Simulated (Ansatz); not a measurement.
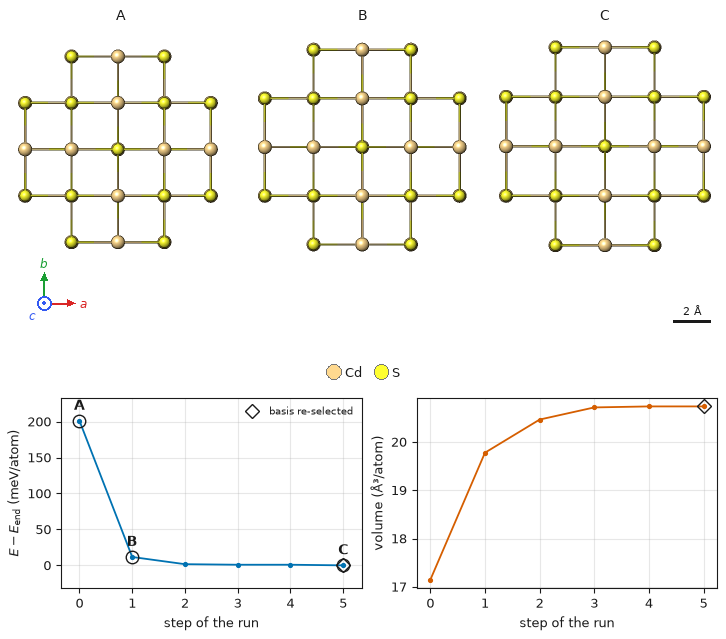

Frames of a relaxation of a crystal of CdS (built on the rocksalt type), marked on the history of the run. The picture is a ball-and-stick view of the conventional cell (4 times the calculation's cell), seen along the c axis. Lengths and directions refer to the drawn axes.

Level of theory: DFT, PBE, plane waves, PAW in Ansatz 0.2.0.

The input:
```yaml
crystal:
  lattice:
    - [0.0, 2.578593, 2.578593]
    - [2.578593, 0.0, 2.578593]
    - [2.578593, 2.578593, 0.0]
  atoms:
    - { symbol: Cd, position: [0.0, 0.0, 0.0] }
    - { symbol: S, position: [0.5, 0.5, 0.5] }
kpoints:
  mp_grid: { grid: [8, 8, 8] }
hamiltonian:
  xc: pbe
scf:
  occupations: { method: fermi_dirac, width: 0.02 }
relax:
  f_tol: 0.005
  cell: {}
```

Run as
```bash
ansatz run input.yaml --threads 2 --pin off --max-ram 2211MiB --backend cpu --events-out ev --progress --plain --runs-dir out
```

**Describe the path.**

The energy falls by 201 meV per atom in 4 accepted moves (5 points after the start). All forces vanish by symmetry, so only the cell relaxes. Pressure: 21.45 GPa at the start and 0.01 GPa at the end. The SCF was repeated once at an unchanged geometry on a basis and grid sized afresh for the cell, which shifted the energy by 0.9 meV per atom at most. The atoms keep their places relative to the cell (all moves are under 0.005 Å). The drawn cell changes as follows: a = b = c 5.157 → 5.495 Å (+6.5 %); the volume changes by +20.9 %. Near-neighbour distances that change, for instance: Cd1–S2 2.579 → 2.747 Å. The space group stays Fm-3m (No. 225). Cost: 3.2 s on 2 threads of Arm Neoverse V1 (shared host), peak memory 0.3 GiB. From step 0 to 1: volume +15.3 %, energy −189 meV per atom. From step 1 to 5: volume +4.8 %, energy −11.6 meV per atom.
